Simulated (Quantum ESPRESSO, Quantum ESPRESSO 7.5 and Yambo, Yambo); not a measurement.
## SiC (P6_3mc): G0W0 with Yambo, start to end

Aim: the G0W0 gap of SiC (P6_3mc) on PBE, step by step.

Main program and level: Quantum ESPRESSO 7.5 and Yambo 5.3.0; PBE and many-body steps on it, plane waves.

**Experimental background.**

- Gap 3.33 eV: band gap at cryogenic temperature; bulk crystal (literature value) (quoted in “Silicon carbide diodes for neutron detection”, 2020, arxiv:2009.14696).

Most raw output is cut from this account.

### Step 1. The starting structure

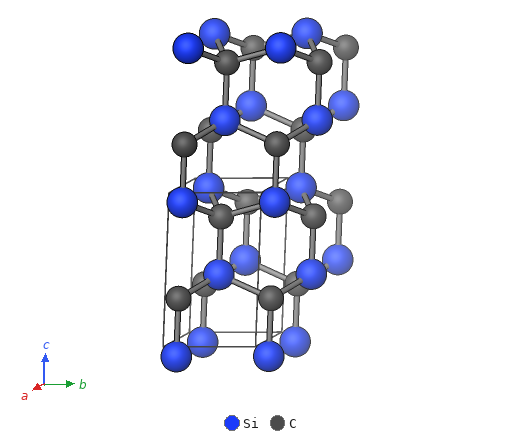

The cell as given, slightly off an axis (silicon blue, carbon dark grey). 2×2×2 cells are drawn. Some periodic images of atoms are drawn too.

The cell and positions are those that the Materials Project relaxed with its own functionals (PBE, PBE+U or r2SCAN), kept fixed.

### Step 2. Ground state

This step: Quantum ESPRESSO 7.5; DFT, PBE, plane waves, norm-conserving pseudopotentials.

The ground-state density comes first.

pw.in reads:

```
&control
  calculation = 'scf'
  prefix = 'x'
  outdir = 'o'
  pseudo_dir = 'pseudo'
/
&system
  ibrav = 0
  nat = 4
  ntyp = 2
  ecutwfc = 74.0
  nbnd = 14
  force_symmorphic = .true.
/
&electrons
  conv_thr = 1e-10
  electron_maxstep = 80
  mixing_beta = 0.5
/
ATOMIC_SPECIES
  Si 28.085 Si.upf
  C 12.011 C.upf
CELL_PARAMETERS angstrom
  3.0735139282 0.0000000000 0.0000000000
  -1.5367569641 2.6617411407 0.0000000000
  0.0000000000 0.0000000000 5.0452477100
ATOMIC_POSITIONS crystal
  Si 0.3333333333 0.6666666667 0.4996024000
  Si 0.6666666667 0.3333333333 0.9996024000
  C 0.3333333333 0.6666666667 0.8753976000
  C 0.6666666667 0.3333333333 0.3753976000
K_POINTS automatic
  6 6 4 0 0 0
```

On the command line:

```console
> OMP_NUM_THREADS=1 mpirun -n 4 pw.x -nk 4 -in pw.in > pw.out
```

It took 5.3 s on 4 MPI ranks of Arm Neoverse V1, shared host; peak memory 0.24 GiB; 21 s of CPU time.

This step gave:

* total energy: -558.8921 eV
* gap: 2.275 eV
* k of the valence top: 0, 0, 0
* k of the conduction bottom: 0.3333, 0.3333, 0
* least direct gap: 3.985 eV

The gap is indirect, with the least direct gap 1.71 eV higher.

### Step 3. Bands along the symmetry lines

Levels along a band path, at the cheap level, show where the edges lie and whether the meshes to come will hold them.

pw.in reads:

```
&control
  calculation = 'bands'
  prefix = 'x'
  outdir = 'o'
  pseudo_dir = 'pseudo'
/
&system
  ibrav = 0
  nat = 4
  ntyp = 2
  ecutwfc = 74.0
  nbnd = 14
  force_symmorphic = .true.
/
&electrons
  conv_thr = 1e-9
  electron_maxstep = 80
  diago_full_acc = .true.
  diago_thr_init = 5e-6
/
ATOMIC_SPECIES
  Si 28.085 Si.upf
  C 12.011 C.upf
CELL_PARAMETERS angstrom
  3.0735139282 0.0000000000 0.0000000000
  -1.5367569641 2.6617411407 0.0000000000
  0.0000000000 0.0000000000 5.0452477100
ATOMIC_POSITIONS crystal
  Si 0.3333333333 0.6666666667 0.4996024000
  Si 0.6666666667 0.3333333333 0.9996024000
  C 0.3333333333 0.6666666667 0.8753976000
  C 0.6666666667 0.3333333333 0.3753976000
K_POINTS crystal
  75
  0.00000000 0.00000000 0.00000000 1
  0.06250000 0.00000000 0.00000000 1
  0.12500000 0.00000000 0.00000000 1
  0.18750000 0.00000000 0.00000000 1
  0.25000000 0.00000000 0.00000000 1
  0.31250000 0.00000000 0.00000000 1
  0.37500000 0.00000000 0.00000000 1
  0.43750000 0.00000000 0.00000000 1
  0.50000000 0.00000000 0.00000000 1
  0.47916667 0.04166667 0.00000000 1
  0.45833333 0.08333333 0.00000000 1
  0.43750000 0.12500000 0.00000000 1
  0.41666666 0.16666666 0.00000000 1
  0.39583333 0.20833333 0.00000000 1
  0.37500000 0.25000000 0.00000000 1
  0.35416666 0.29166666 0.00000000 1
  0.33333333 0.33333333 0.00000000 1
  0.29166666 0.29166666 0.00000000 1
  0.25000000 0.25000000 0.00000000 1
  0.20833333 0.20833333 0.00000000 1
  0.16666666 0.16666666 0.00000000 1
  0.12500000 0.12500000 0.00000000 1
  0.08333333 0.08333333 0.00000000 1
  0.04166667 0.04166667 0.00000000 1
  0.00000000 0.00000000 0.00000000 1
  0.00000000 0.00000000 0.06250000 1
  0.00000000 0.00000000 0.12500000 1
  0.00000000 0.00000000 0.18750000 1
  0.00000000 0.00000000 0.25000000 1
  0.00000000 0.00000000 0.31250000 1
  0.00000000 0.00000000 0.37500000 1
  0.00000000 0.00000000 0.43750000 1
  0.00000000 0.00000000 0.50000000 1
  0.06250000 0.00000000 0.50000000 1
  0.12500000 0.00000000 0.50000000 1
  0.18750000 0.00000000 0.50000000 1
  0.25000000 0.00000000 0.50000000 1
  0.31250000 0.00000000 0.50000000 1
  0.37500000 0.00000000 0.50000000 1
  0.43750000 0.00000000 0.50000000 1
  0.50000000 0.00000000 0.50000000 1
  0.47916667 0.04166667 0.50000000 1
  0.45833333 0.08333333 0.50000000 1
  0.43750000 0.12500000 0.50000000 1
  0.41666666 0.16666666 0.50000000 1
  0.39583333 0.20833333 0.50000000 1
  0.37500000 0.25000000 0.50000000 1
  0.35416666 0.29166666 0.50000000 1
  0.33333333 0.33333333 0.50000000 1
  0.29166666 0.29166666 0.50000000 1
  0.25000000 0.25000000 0.50000000 1
  0.20833333 0.20833333 0.50000000 1
  0.16666666 0.16666666 0.50000000 1
  0.12500000 0.12500000 0.50000000 1
  0.08333333 0.08333333 0.50000000 1
  0.04166667 0.04166667 0.50000000 1
  0.00000000 0.00000000 0.50000000 1
  0.50000000 0.00000000 0.50000000 1
  0.50000000 0.00000000 0.43750000 1
  0.50000000 0.00000000 0.37500000 1
  0.50000000 0.00000000 0.31250000 1
  0.50000000 0.00000000 0.25000000 1
  0.50000000 0.00000000 0.18750000 1
  0.50000000 0.00000000 0.12500000 1
  0.50000000 0.00000000 0.06250000 1
  0.50000000 -0.00000000 0.00000000 1
  0.33333333 0.33333333 0.50000000 1
  0.33333333 0.33333333 0.43750000 1
  0.33333333 0.33333333 0.37500000 1
  0.33333333 0.33333333 0.31250000 1
  0.33333333 0.33333333 0.25000000 1
  0.33333333 0.33333333 0.18750000 1
  0.33333333 0.33333333 0.12500000 1
  0.33333333 0.33333333 0.06250000 1
  0.33333333 0.33333333 0.00000000 1
```

The job ended after 4.8 s (4 MPI ranks; peak memory 0.21 GiB).

This step gave:

* gap: 2.275 eV
* k of the valence top: 0, 0, 0
* k of the conduction bottom: 0.3333, 0.3333, 0
* least direct gap: 3.985 eV

The gap is 2.275 eV, as in the run before at this level.

The electronic bands at the labelled points (eV, zero at the top of the highest filled band; v1 is the highest filled band, c1 the lowest empty one):

| point | v4 | v3 | v2 | v1 | c1 | c2 | c3 | c4 |
| --- | --- | --- | --- | --- | --- | --- | --- | --- |
| Γ | -1.32 | -0.11 | 0.00 | 0.00 | 4.82 | 6.22 | 6.68 | 6.68 |
| M | -5.45 | -3.33 | -3.30 | -1.20 | 2.79 | 4.23 | 6.90 | 7.14 |
| K | -6.27 | -4.05 | -4.05 | -3.84 | 2.28 | 8.18 | 8.87 | 8.87 |
| Γ | -1.32 | -0.11 | 0.00 | 0.00 | 4.82 | 6.22 | 6.68 | 6.68 |
| A | -0.71 | -0.71 | -0.71 | -0.71 | 5.91 | 5.91 | 7.37 | 7.37 |
| L | -2.45 | -2.45 | -2.34 | -2.34 | 3.29 | 3.29 | 5.27 | 5.27 |
| H | -5.66 | -5.66 | -1.74 | -1.74 | 5.08 | 5.08 | 6.03 | 6.03 |
| A | -0.71 | -0.71 | -0.71 | -0.71 | 5.91 | 5.91 | 7.37 | 7.37 |
| jump to L | -2.45 | -2.45 | -2.34 | -2.34 | 3.29 | 3.29 | 5.27 | 5.27 |
| M | -5.45 | -3.33 | -3.30 | -1.20 | 2.79 | 4.23 | 6.90 | 7.14 |
| jump to H | -5.66 | -5.66 | -1.74 | -1.74 | 5.08 | 5.08 | 6.03 | 6.03 |
| K | -6.27 | -4.05 | -4.05 | -3.84 | 2.28 | 8.18 | 8.87 | 8.87 |

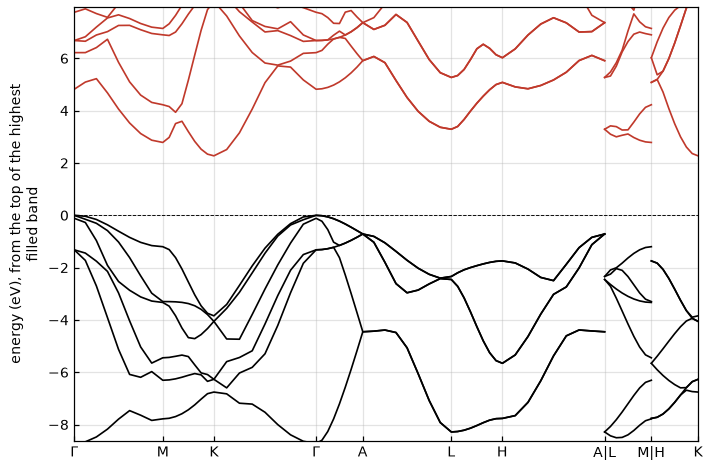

Electronic bands along the path; lines of filled and empty bands in two colours.

### Step 4. Empty states on the mesh, 3×3×4 mesh, 101 bands

The sums over transitions need many empty states on a uniform mesh; this step solves for them.

pw.in reads:

```
&control
  calculation = 'nscf'
  prefix = 'x'
  outdir = 'o'
  pseudo_dir = 'pseudo'
/
&system
  ibrav = 0
  nat = 4
  ntyp = 2
  ecutwfc = 74.0
  nbnd = 101
  force_symmorphic = .true.
/
&electrons
  conv_thr = 1e-9
  electron_maxstep = 80
  diago_full_acc = .true.
  diago_thr_init = 5e-6
/
ATOMIC_SPECIES
  Si 28.085 Si.upf
  C 12.011 C.upf
CELL_PARAMETERS angstrom
  3.0735139282 0.0000000000 0.0000000000
  -1.5367569641 2.6617411407 0.0000000000
  0.0000000000 0.0000000000 5.0452477100
ATOMIC_POSITIONS crystal
  Si 0.3333333333 0.6666666667 0.4996024000
  Si 0.6666666667 0.3333333333 0.9996024000
  C 0.3333333333 0.6666666667 0.8753976000
  C 0.6666666667 0.3333333333 0.3753976000
K_POINTS automatic
  3 3 4 0 0 0
```

Elapsed: 6.5 s, on 4 MPI ranks; peak memory 0.29 GiB; 26 s of CPU time.

This step gave:

```yaml
gap: 2.275 eV
k_of_the_valence_top: 0, 0, 0
k_of_the_conduction_bottom: 0.3333, 0.3333, 0
least_direct_gap: 4.293 eV
k_points_computed: 10
lowest_point_of_the_top_converged_band_above_the_valence_top: 81.2868 eV
```

On this mesh the gap is 2.275 eV.

### Step 5. Conversion and set-up

This step: Yambo 5.3.0; conversion and set-up on PBE, plane waves, norm-conserving pseudopotentials.

The states are converted to the many-body program's format and the q mesh is built.

On the command line:

```console
> (cd o/x.save; p2y > p2y.log; mv SAVE ../..); yambo > setup.log
```

Elapsed: 2.1 s, on 1 MPI rank; peak memory 0.23 GiB.

### Step 6. Screening and self-energy, 3×3×4 mesh, 101 bands, screening to 163.3 eV

Now the one-shot GW correction: screening in the RPA, then the self-energy of the levels asked for.

This step: G0W0 on PBE, plane waves, norm-conserving pseudopotentials.

gw1.in reads:

```
HF_and_locXC
gw0
dyson
ppa
em1d
rim_cut
RandQpts= 1000000
RandGvec= 1 RL
EXXRLvcs= 74 Ry
VXCRLvcs= 296 Ry
Chimod= "HARTREE"
% BndsRnXp
 1 | 101 |
%
NGsBlkXp= 12 Ry
% LongDrXp
 1 | 1 | 1 |
%
% GbndRnge
 1 | 101 |
%
DysSolver= "n"
ExtendOut
PPAPntXp= 27.21138 eV
% QPkrange
 1 | 1 | 7 | 10 |
 7 | 7 | 7 | 10 |
 4 | 4 | 7 | 10 |
%
```

On the command line:

```console
> OMP_NUM_THREADS=1 mpirun -n 4 yambo -F gw1.in -J gw1 -C gw1 > gw1.log
```

The job ended after 41 s (4 MPI ranks; peak memory 1.4 GiB; 2.6 min of CPU time).

This step gave:

```
G0W0 gap on the points computed              : 2.886 eV
starting gap on the mesh                     : 2.275 eV
k of the valence top                         : 0, 0, 0
k of the conduction bottom                   : 0.3333, 0.3333, 0
least direct G0W0 gap on the computed points : 5.158 eV
Z at the valence top                         : 0.7969
Z at the conduction bottom                   : 0.8281
```

The gap on the mesh goes from 2.28 eV to 2.89 eV, a correction of +0.61 eV.

Limits: finite bands, cutoff and mesh; coarse k mesh. v1 is the top filled band, c1 the lowest empty one. Levels before and after the correction, in eV, zero at the valence-band top of each column:

|  | conduction bottom | valence top |
| --- | --- | --- |
| Kohn-Sham | 2.28 | 0.00 |
| G0W0 | 2.89 | 0.00 |

|  | level | energy (eV) |
| --- | --- | --- |
| Kohn-Sham | Γ v2-v1 | 0.000 |
| Kohn-Sham | Γ c1 | 4.820 |
| Kohn-Sham | Γ c2 | 6.220 |
| Kohn-Sham | (0.333 0.333 0) v2 | -4.053 |
| Kohn-Sham | (0.333 0.333 0) v1 | -3.842 |
| Kohn-Sham | (0.333 0.333 0) c1 | 2.275 |
| Kohn-Sham | (0.333 0.333 0) c2 | 8.182 |
| G0W0 | Γ v2-v1 | 0.000 |
| G0W0 | Γ c1 | 5.713 |
| G0W0 | Γ c2 | 7.073 |
| G0W0 | (0.333 0.333 0) v2 | -4.423 |
| G0W0 | (0.333 0.333 0) v1 | -4.224 |
| G0W0 | (0.333 0.333 0) c1 | 2.886 |
| G0W0 | (0.333 0.333 0) c2 | 9.185 |

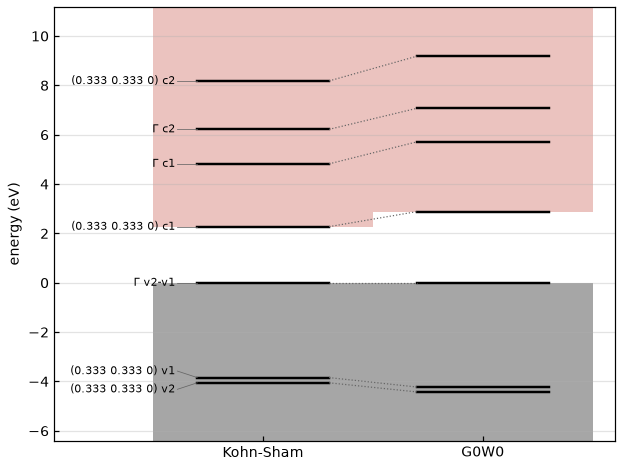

Levels before and after the correction. Shaded: valence and conduction bands.

### Step 7. Where the time went

Times are wall times on the hardware named with each run, good to a factor of about two.

| step | time | share | memory (GiB) |
| --- | --- | --- | --- |
| ground state | 5.3 s | 9 % | 0.24 |
| bands along the symmetry lines | 4.8 s | 8 % | 0.21 |
| empty states on the mesh | 6.5 s | 11 % | 0.29 |
| conversion and set-up | 2.1 s | 4 % | 0.23 |
| screening and self-energy | 41 s | 69 % | 1.4 |

### Step 8. Summary of results

| Property | Result |
| --- | --- |
| PBE gap | 2.28 eV, indirect |
| G0W0 gap on the mesh | 2.89 eV |
| GW settings | 3×3×4 mesh, 101 bands, screening to 163.3 eV, Godby-Needs plasmon pole |
| known limits | not at the basis limit; coarse k mesh |

**Reading.** G0W0 moves the gap on the mesh from 2.28 eV to 2.89 eV (+0.61 eV), with Z of 0.80 and 0.83 at the edges. Only 3 of the mesh's irreducible points were corrected, so a valley elsewhere could overtake. The dearest step here is «screening and self-energy». Against experiment, by G0W0@PBE: the gap of 2.89 eV lies −0.44 eV from the measured 3.33 eV (kind not stated, quoted 2020). The calculation has static nuclei and no excitons; a measured gap holds zero-point and thermal motion, which mostly lowers it. Bands and cutoff are finite, so the gap is not at the basis limit. The miss can reach some tenths of an eV and take either sign; the mesh is an error of its own. In the G0W0 run levels were corrected at 3 k points alone, so a gap called «on the mesh» is the least over those, and an edge elsewhere would be missed. The 3×3×4 mesh is coarse for this cell, which bears on the long-range parts of exchange and screening.

[Paths, hosts, dates, memory and timing lines, banners, echoed tables and standing remarks are left out of the program output.]

[Logs are printed without paths, hosts, clocks, repeated set-up lines and the standing remarks that a program may print on its own settings, such as how far it seeks lower states.]

[Runs of the session that timed out or met a known fault of the program may be left out.]

[Hosts, paths, dates, database ids (printed as entryN), source tags and the programs' standing remarks are cut or masked in the printed files.]
